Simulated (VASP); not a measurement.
# Run report: Bi, band-structure run

System: Bi (R-3m, 2 atoms in the cell).
Method: Kohn-Sham DFT of a periodic cell, r2SCAN, VASP PAW PBE potentials, recommended, no spin polarisation (VASP 6.6.1).

The structure derives from an entry of the Crystallography Open Database.

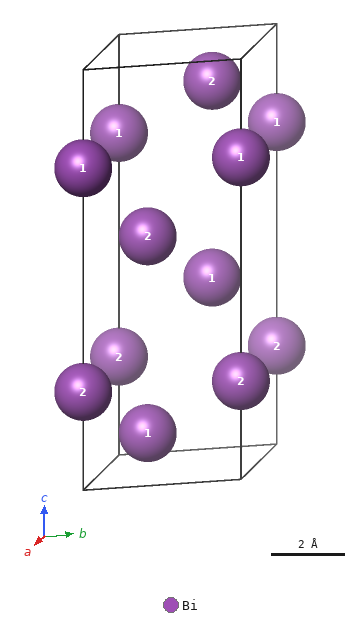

*The structure (spheres-only view of the cell 3 times as large as that of the calculation, set on its symmetry axes, seen slightly off an axis; atoms are numbered from 1 in the order of the input). An atom can appear more than once, as a periodic image.*

**Summary**

```tsv
quantity	value
outcome	converged
space group (tolerance 0.01 Å)	R-3m (166)
electrons treated	30
free energy	−116.9961 eV
gap on the k-point mesh	none (metallic)
gap on the band path	0.00 eV
pressure	1.22 GPa
largest force (length of the vector)	0.010 eV/Å
hardware	1 thread of Intel Xeon (Emerald Rapids), 192 GiB of memory available, shared host
wall time	4.8 min
peak memory	0.27 GiB
```

Spin–orbit coupling is left out, which matters for Bi.

**INCAR**
```
PREC     = Accurate       # precision mode
ENCUT    = 520            # plane-wave cutoff, eV
EDIFF    = 1E-6           # SCF threshold, eV
ISMEAR   = 0              # smearing method
SIGMA    = 0.02           # smearing width, eV
LREAL    = False          # projectors in reciprocal space
LASPH    = True           # aspherical terms in the spheres
NELM     = 80             # most SCF steps
ALGO     = Normal         # electronic algorithm
ISIF     = 2              # what is computed and relaxed
LWAVE    = False          # write WAVECAR
LCHARG   = False          # write CHGCAR
METAGGA  = R2SCAN         # meta-GGA
LMIXTAU  = True
```

**KPOINTS**
```
regular mesh
0
Gamma
  8 8 8
```

**KPOINTS_OPT**
```
path GLB1,BZGX,QFP1Z,LP
10
line-mode
reciprocal
 0.0000000000  0.0000000000  0.0000000000  G
 0.5000000000  0.0000000000  0.0000000000  L

 0.5000000000  0.0000000000  0.0000000000  L
 0.5000000000  0.2403434496 -0.2403434496  B1

 0.7596565504  0.5000000000  0.2403434496  B
 0.5000000000  0.5000000000  0.5000000000  Z

 0.5000000000  0.5000000000  0.5000000000  Z
 0.0000000000  0.0000000000  0.0000000000  G

 0.0000000000  0.0000000000  0.0000000000  G
 0.3701717248  0.0000000000 -0.3701717248  X

 0.6298282752  0.3701717248  0.0000000000  Q
 0.5000000000  0.5000000000  0.0000000000  F

 0.5000000000  0.5000000000  0.0000000000  F
 0.6298282752  0.6298282752  0.2403434496  P1

 0.6298282752  0.6298282752  0.2403434496  P1
 0.5000000000  0.5000000000  0.5000000000  Z

 0.5000000000  0.0000000000  0.0000000000  L
 0.7596565504  0.3701717248  0.3701717248  P
```

**POSCAR**
```
Bi
1.0
    2.2675000000      1.3091417354      3.9380000000
   -2.2675000000      1.3091417354      3.9380000000
    0.0000000000     -2.6182834708      3.9380000000
Bi
2
Direct
    0.7660000000      0.7660000000      0.7660000000
    0.2340000000      0.2340000000      0.2340000000
```

Run as:
```bash
cat potpaw_PBE.64/Bi_d/POTCAR > POTCAR
mpirun -np 1 vasp_std > vasp.out
```

**OSZICAR**
```
N       E                     dE             d eps       ncg     rms          rms(c)
DAV:   1     0.187245115998E+03    0.18725E+03   -0.17079E+04  2470   0.194E+03
DAV:   2    -0.993017446570E+02   -0.28655E+03   -0.28201E+03  2482   0.468E+02
DAV:   3    -0.122967931756E+03   -0.23666E+02   -0.23271E+02  2873   0.158E+02
DAV:   4    -0.123840840357E+03   -0.87291E+00   -0.87161E+00  2819   0.330E+01
DAV:   5    -0.123888844870E+03   -0.48005E-01   -0.48002E-01  3373   0.677E+00    0.145E+00
DAV:   6    -0.117323997969E+03    0.65648E+01   -0.22240E+00  2677   0.263E+01    0.101E+00
DAV:   7    -0.116861259023E+03    0.46274E+00   -0.18723E-01  2491   0.550E+00    0.599E-01
DAV:   8    -0.117188123858E+03   -0.32686E+00   -0.15083E-01  2470   0.319E+00    0.125E-01
DAV:   9    -0.116987549458E+03    0.20057E+00   -0.66667E-02  2476   0.277E+00    0.119E-01
DAV:  10    -0.116995430598E+03   -0.78811E-02   -0.13830E-02  2488   0.101E+00    0.105E-01
DAV:  11    -0.116979598157E+03    0.15832E-01   -0.11607E-02  2512   0.142E+00    0.542E-02
DAV:  12    -0.116994037180E+03   -0.14439E-01   -0.85239E-03  2476   0.709E-01    0.345E-02
DAV:  13    -0.116995612872E+03   -0.15757E-02   -0.40659E-04  2605   0.204E-01    0.265E-02
DAV:  14    -0.116995967824E+03   -0.35495E-03   -0.16717E-04  2561   0.177E-01    0.749E-03
DAV:  15    -0.116996070927E+03   -0.10310E-03   -0.80096E-05  2494   0.103E-01    0.240E-03
DAV:  16    -0.116996064427E+03    0.65000E-05   -0.14752E-05  2052   0.341E-02    0.133E-03
DAV:  17    -0.116996082328E+03   -0.17900E-04   -0.95839E-06  2114   0.317E-02    0.158E-03
DAV:  18    -0.116996082992E+03   -0.66438E-06   -0.80129E-07  1617   0.130E-02
   1 F= -.11699608E+03 E0= -.11699602E+03  d E =-.132234E-03
       N       E                     dE             ncg
DAV:   1    -0.149371090221E+04   -0.46129E+05     2473
DAV:   2    -0.201894628602E+05   -0.18696E+05     2476
DAV:   3    -0.217762705869E+05   -0.15868E+04     2860
DAV:   4    -0.218337671891E+05   -0.57497E+02     2874
DAV:   5    -0.218365944006E+05   -0.28272E+01     3436
DAV:   6    -0.218366512549E+05   -0.56854E-01     3384
DAV:   7    -0.218366527033E+05   -0.14484E-02     3433
DAV:   8    -0.218366527270E+05   -0.23662E-04     2645
DAV:   9    -0.218366527282E+05   -0.11747E-05     1664
DAV:  10    -0.218366527286E+05   -0.41727E-06     1550
       N       E                     dE             ncg
DAV:   1     0.258865827531E+05   -0.22586E+05      950
DAV:   2     0.186653155928E+05   -0.72213E+04      953
DAV:   3     0.180623396468E+05   -0.60298E+03     1063
DAV:   4     0.180399039298E+05   -0.22436E+02     1067
DAV:   5     0.180385627553E+05   -0.13412E+01     1330
DAV:   6     0.180385373491E+05   -0.25406E-01     1269
DAV:   7     0.180385366137E+05   -0.73540E-03     1330
DAV:   8     0.180385366037E+05   -0.99956E-05      981
DAV:   9     0.180385366031E+05   -0.51955E-06      613
```

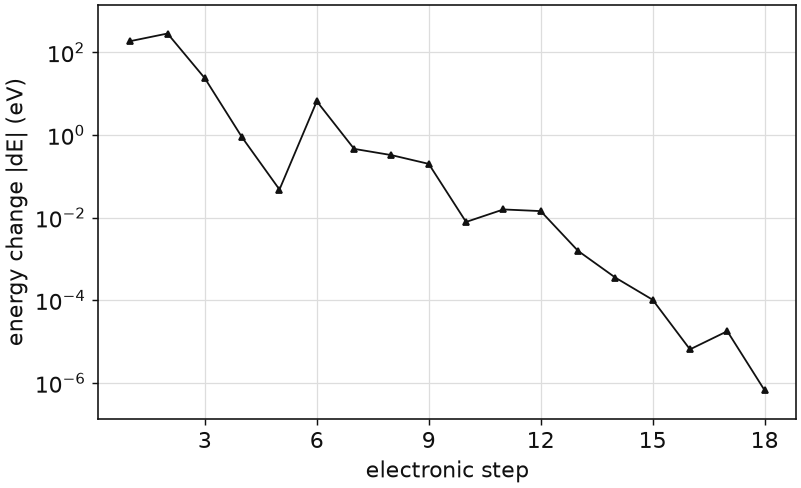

*Convergence of the self-consistent field: energy change |dE| against the electronic step.*

It takes 18 electronic steps. The density is held fixed in the first few steps, and dE rises again when its update begins.

**Parts of OUTCAR**
```
PREC = Accurate
   ENCUT = 520
   EDIFF = 1E-6
   ISMEAR = 0
   LREAL = False
   LASPH = True
   NELM = 80
   ISIF = 2
   METAGGA = R2SCAN

 ion  position               nearest neighbor table
   1  0.766  0.766  0.766-   2 3.06   2 3.06   2 3.06   2 3.52   2 3.52   2 3.52
   2  0.234  0.234  0.234-   1 3.06   1 3.06   1 3.06   1 3.52   1 3.52   1 3.52

  LATTYP: Found a trigonal (rhomboedric) cell.
 ALAT       =     4.7289800521
 COS(alpha) =     0.5401781303

  Lattice vectors:

 A1 = (   2.2675000000,   1.3091417354,   3.9380000000)
 A2 = (  -2.2675000000,   1.3091417354,   3.9380000000)
 A3 = (   0.0000000000,  -2.6182834708,   3.9380000000)

Analysis of symmetry for initial positions (statically):
=====================================================================
 Subroutine PRICEL returns:
 Original cell was already a primitive cell.

 Routine SETGRP: Setting up the symmetry group for a
 trigonal (rhombohedral) supercell.

 Subroutine GETGRP returns: Found 12 space group operations
 (whereof 12 operations were pure point group operations)
 out of a pool of 12 trial point group operations.

The static configuration has the point symmetry D_3d.

Analysis of symmetry for dynamics (positions and initial velocities):
=====================================================================
 Subroutine PRICEL returns:
 Original cell was already a primitive cell.

 Routine SETGRP: Setting up the symmetry group for a
 trigonal (rhombohedral) supercell.

 Subroutine GETGRP returns: Found 12 space group operations
 (whereof 12 operations were pure point group operations)
 out of a pool of 12 trial point group operations.

The dynamic configuration has the point symmetry D_3d.

 Subroutine INISYM returns: Found 12 space group operations
 (whereof 12 operations are pure point group operations),
 and found     1 'primitive' translations

----------------------------------------------------------------------------------------

                                     Primitive cell

  volume of cell :      70.1392

  direct lattice vectors                    reciprocal lattice vectors
     2.267500000  1.309141735  3.938000000     0.220507166  0.127309872  0.084645336
    -2.267500000  1.309141735  3.938000000    -0.220507166  0.127309872  0.084645336
     0.000000000 -2.618283471  3.938000000     0.000000000 -0.254619744  0.084645336

  length of vectors
     4.728980052  4.728980052  4.728980052     0.268320791  0.268320791  0.268320791

  position of ions in fractional coordinates (direct lattice)
     0.766000000  0.766000000  0.766000000
     0.234000000  0.234000000  0.234000000

  ion indices of the primitive-cell ions
   primitive index   ion index
                 1           1
                 2           2

----------------------------------------------------------------------------------------

 KPOINTS: regular mesh

Automatic generation of k-mesh.
 Grid dimensions read from file:
 generate k-points for:    8    8    8

 Generating k-lattice:

  Cartesian coordinates                     Fractional coordinates (reciprocal lattice)
     0.027563396  0.015913734  0.010580667     0.125000000 -0.000000000 -0.000000000
    -0.027563396  0.015913734  0.010580667    -0.000000000  0.125000000 -0.000000000
     0.000000000 -0.031827468  0.010580667    -0.000000000 -0.000000000  0.125000000

  Length of vectors
     0.033540099  0.033540099  0.033540099

  Shift w.r.t. Gamma in fractional coordinates (k-lattice)
     0.000000000  0.000000000  0.000000000

 Subroutine IBZKPT returns following result:
 ===========================================

 Found     65 irreducible k-points:

 Following reciprocal coordinates:
            Coordinates               Weight
  0.000000  0.000000  0.000000      1.000000
  0.125000  0.000000  0.000000      6.000000
  0.250000  0.000000  0.000000      6.000000
  0.375000  0.000000 -0.000000      6.000000
  0.500000  0.000000  0.000000      3.000000
  0.125000  0.125000  0.000000      6.000000
  0.250000  0.125000 -0.000000     12.000000
  0.375000  0.125000  0.000000     12.000000
  0.500000  0.125000  0.000000     12.000000
 -0.375000  0.125000  0.000000     12.000000
 -0.250000  0.125000  0.000000     12.000000
 -0.125000  0.125000  0.000000      6.000000
  0.250000  0.250000  0.000000      6.000000
  0.375000  0.250000 -0.000000     12.000000
  0.500000  0.250000 -0.000000     12.000000
 -0.375000  0.250000  0.000000     12.000000
 -0.250000  0.250000  0.000000      6.000000
  0.375000  0.375000 -0.000000      6.000000
  0.500000  0.375000  0.000000     12.000000
 -0.375000  0.375000  0.000000      6.000000
  0.500000  0.500000  0.000000      3.000000
  0.125000  0.125000  0.125000      2.000000
  0.250000  0.125000  0.125000      6.000000
  0.375000  0.125000  0.125000      6.000000
 [... further k-points ...]
   k-points           NKPTS =     65   k-points in BZ     NKDIM =     65   number of bands    NBANDS=     19
   number of dos      NEDOS =    301   number of ions     NIONS =      2
   total plane-waves  NPLWV =  46656
   dimension x,y,z NGX =    36 NGY =   36 NGZ =   36
   dimension x,y,z NGXF=    72 NGYF=   72 NGZF=   72
   ions per type =               2
   NGX,Y,Z   is equivalent  to a cutoff of  12.66, 12.66, 12.66 a.u.
   NGXF,Y,Z  is equivalent  to a cutoff of  25.31, 25.31, 25.31 a.u.
 SYSTEM =  unknown system
   PREC   = accura    normal or accurate (medium, high low for compatibility)
   ISTART =      0    job   : 0-new  1-cont  2-samecut
   ICHARG =      2    charge: 1-file 2-atom 10-const
   ISPIN  =      1    spin polarized calculation?
   LNONCOLLINEAR =      F non collinear calculations
   LSORBIT =      F    spin-orbit coupling
   LASPH  =      T    aspherical Exc in radial PAW
   ENCUT  =  520.0 eV  38.22 Ry    6.18 a.u.   8.79  8.79  8.79*2*pi/ulx,y,z
   NELM   =     80;   NELMIN=  2; NELMDL= -5     # of ELM steps
   EDIFF  = 0.1E-05   stopping-criterion for ELM
   LREAL  =      F    real-space projection
   EDIFFG = 0.1E-04   stopping-criterion for IOM
   NSW    =      0    number of steps for IOM
   IBRION =     -1    ionic relax: 0-MD 1-quasi-New 2-CG
   NFREE  =      0    steps in history (QN), initial steepest desc. (CG)
   ISIF   =      2    stress and relaxation
   ISYM   =      2    0-nonsym 1-usesym 2-fastsym
   POTIM  = 0.5000    time-step for ionic-motion
   TEBEG  =    0.0;   TEEND  =   0.0 temperature during run
   PSTRESS=    0.0 pullay stress
   NELECT =      30.0000    total number of electrons
   NUPDOWN=      -1.0000    fix difference up-down
   EMIN   =  10.00;   EMAX   =-10.00  energy-range for DOS
   EFERMI =   0.00;   METHOD = LEGACY
   ISMEAR =     0;   SIGMA  =   0.02  broadening in eV -4-tet -1-fermi 0-gaus
   EFERMI_NEDOS =   21; number of points for ismear=-14 and -15
   IALGO  =     38    algorithm
   IMIX   =      4    mixing-type and parameters
     AMIX     =   0.40;   BMIX     =  1.00
     AMIX_MAG =   1.60;   BMIX_MAG =  1.00
  volume/ion in A,a.u.               =      35.07       236.66
  Fermi-wavevector in a.u.,A,eV,Ry     =   1.233469  2.330919 20.700530  1.521446
  Thomas-Fermi vector in A             =   2.368198
   LORBIT       =      0    0 simple, 1 ext, 2 COOP (PROOUT), +10 PAW based schemes
   METAGGA = R2SCAN    functional components
   LHFCALC =     F    Hartree Fock is set to
   AEXX    =    0.0000 exact exchange contribution
   IVDW    =     0    specifies the selected vdW correction
   LEPSILON=     F    determine dielectric tensor
   LRPA    =     F    only Hartree local field effects (RPA)
 non-spin polarized calculation
 Gauss-broadening in eV      SIGMA  =   0.02
  energy-cutoff  :      520.00
  volume of cell :       70.14
 maximum number of plane-waves:      1934
   NGX = 17   NGY = 17   NGZ = 17

 number of electron      30.0000004 magnetization

 Free energy of the ion-electron system (eV)
  ---------------------------------------------------
  ext. energy  EPLUGINS =         0.00000000
  ---------------------------------------------------
  free energy    TOTEN  =      -116.99608299 eV

  energy without entropy =     -116.99595076  energy(sigma->0) =     -116.99601688

 E-fermi :   6.3089     XC(G=0): -10.2191     alpha+bet :-11.1397

 val. band max:        6.3089153114   @ k =   0.3750   0.1250   0.1250
 cond. band min:       6.4911752481   @ k =   0.3750   0.1250   0.1250
 fundamental gap:      0.1822599367
 Fermi energy:         6.3089153587

 k-point     1 :       0.0000    0.0000    0.0000
  band No.  band energies     occupation
      1     -17.3637      2.00000
      2     -17.3637      2.00000
      3     -17.1962      2.00000
      4     -17.1962      2.00000
      5     -17.1745      2.00000
      6     -16.9877      2.00000
      7     -16.9770      2.00000
      8     -16.9770      2.00000
      9     -16.8438      2.00000
     10     -16.8438      2.00000
     11      -7.4236      2.00000
     12      -1.3077      2.00000
     13       4.6692      2.00000
     14       4.9088      2.00000
     15       4.9088      2.00000
     16       8.8939      0.00000
     17       9.3864      0.00000
     18       9.3864      0.00000
     19      12.3912      0.00000

 k-point     2 :       0.1250    0.0000    0.0000
  band No.  band energies     occupation
      1     -17.3513      2.00000
      2     -17.3478      2.00000
      3     -17.1906      2.00000
      4     -17.1864      2.00000
      5     -17.1661      2.00000
      6     -16.9961      2.00000
      7     -16.9852      2.00000
      8     -16.9820      2.00000
      9     -16.8611      2.00000
     10     -16.8570      2.00000
     11      -7.2677      2.00000
     12      -1.6898      2.00000
     13       4.7308      2.00000
     14       4.8990      2.00000
     15       4.9568      2.00000
     16       8.6088      0.00000
     17       8.8249      0.00000
     18       9.0311      0.00000
     19      11.8058      0.00000

 k-point     3 :       0.2500    0.0000    0.0000
  band No.  band energies     occupation
      1     -17.3179      2.00000
      2     -17.3027      2.00000
      3     -17.1772      2.00000
      4     -17.1594      2.00000
      5     -17.1410      2.00000
      6     -17.0242      2.00000
      7     -17.0087      2.00000
      8     -16.9934      2.00000
      9     -16.9078      2.00000
     10     -16.8922      2.00000
     11      -6.8078      2.00000
     12      -2.6387      2.00000
     13       4.7564      2.00000
     14       4.8947      2.00000
     15       5.2123      2.00000
     16       7.5832      0.00000
     17       8.1122      0.00000
     18       8.2846      0.00000
     19      11.9537      0.00000

 k-point     4 :       0.3750    0.0000   -0.0000
  band No.  band energies     occupation
      1     -17.2767      2.00000
      2     -17.2363      2.00000
      3     -17.1632      2.00000
      4     -17.1219      2.00000
      5     -17.1067      2.00000
      6     -17.0675      2.00000
      7     -17.0431      2.00000
      8     -17.0088      2.00000
      9     -16.9665      2.00000
     10     -16.9349      2.00000
     11      -6.0774      2.00000
     12      -3.7992      2.00000
     13       4.7993      2.00000
     14       4.9236      2.00000
     15       5.5995      2.00000
     16       6.7061      0.00000
     17       7.3153      0.00000
     18       7.6370      0.00000
     19      13.0413      0.00000

 k-point     5 :       0.5000    0.0000    0.0000
  band No.  band energies     occupation
      1     -17.2554      2.00000
      2     -17.1793      2.00000
      3     -17.1563      2.00000
      4     -17.1319      2.00000
      5     -17.0904      2.00000
      6     -17.0732      2.00000
      7     -17.0448      2.00000
      8     -17.0432      2.00000
      9     -16.9944      2.00000
     10     -16.9567      2.00000
     11      -5.3712      2.00000
     12      -4.6704      2.00000
     13       4.8424      2.00000
     14       4.9485      2.00000
     15       6.0386      2.00000
     16       6.1469      2.00000
     17       6.9248      0.00000
     18       7.3831      0.00000
     19      14.3652      0.00000

 [... the levels of 18 k-points are left out ...]

 k-point    24 :       0.3750    0.1250    0.1250
  band No.  band energies     occupation
      1     -17.3052      2.00000
      2     -17.2809      2.00000
      3     -17.1628      2.00000
      4     -17.1567      2.00000
      5     -17.1381      2.00000
      6     -17.0252      2.00000
      7     -17.0106      2.00000
      8     -17.0060      2.00000
      9     -16.9329      2.00000
     10     -16.9065      2.00000
     11      -6.5349      2.00000
     12      -3.0631      2.00000
     13       3.5055      2.00000
     14       5.3240      2.00000
     15       6.3089      1.00000
     16       6.4912      0.00000
     17       7.4819      0.00000
     18       9.6656      0.00000
     19      12.0997      0.00000

 [... further k-points ...]

------------------------ aborting loop because EDIFF is reached ----------------------------------------

  FORCE on cell =-STRESS in cart. coord.  units (eV):
  Direction    XX          YY          ZZ          XY          YZ          ZX
  --------------------------------------------------------------------------------------
  -------------------------------------------------------------------------------------
  Total        0.4696321      0.4696321      0.6568582     -0.0000000     -0.0000000      0.0000000
  in kB       10.7277193     10.7277193     15.0044912     -0.0000000     -0.0000000      0.0000000
  external PRESSURE =      12.1533100 kB  Pullay stress =       0.0000000 kB

 VOLUME and BASIS-vectors are now :
 -----------------------------------------------------------------------------
  energy-cutoff  :      520.00
  volume of cell :       70.14
      direct lattice vectors                 reciprocal lattice vectors
     2.267500000  1.309141735  3.938000000     0.220507166  0.127309872  0.084645336
    -2.267500000  1.309141735  3.938000000    -0.220507166  0.127309872  0.084645336
     0.000000000 -2.618283471  3.938000000     0.000000000 -0.254619744  0.084645336

 POSITION                                       TOTAL-FORCE (eV/Angst)
 -----------------------------------------------------------------------------------
      0.00000      0.00000      9.04952         0.000000     -0.000000     -0.010165
      0.00000      0.00000      2.76448         0.000000      0.000000      0.010165
 -----------------------------------------------------------------------------------
    total drift:                               -0.000000      0.000000     -0.000000

  FREE ENERGIE OF THE ION-ELECTRON SYSTEM (eV)
  ---------------------------------------------------
  free  energy   TOTEN  =      -116.9960829923 eV

  energy  without entropy=     -116.9959507582  energy(sigma->0) =     -116.99601688
```

**CONTCAR**
```
Bi
   1.00000000000000
     2.2675000000000001    1.3091417353999999    3.9380000000000002
    -2.2675000000000001    1.3091417353999999    3.9380000000000002
     0.0000000000000000   -2.6182834707999998    3.9380000000000002
  Bi
     2
Direct
     0.7659999999999982    0.7659999999999982    0.7659999999999982
     0.2340000000000018    0.2340000000000018    0.2340000000000018

  0.00000000E+00  0.00000000E+00  0.00000000E+00
  0.00000000E+00  0.00000000E+00  0.00000000E+00
```
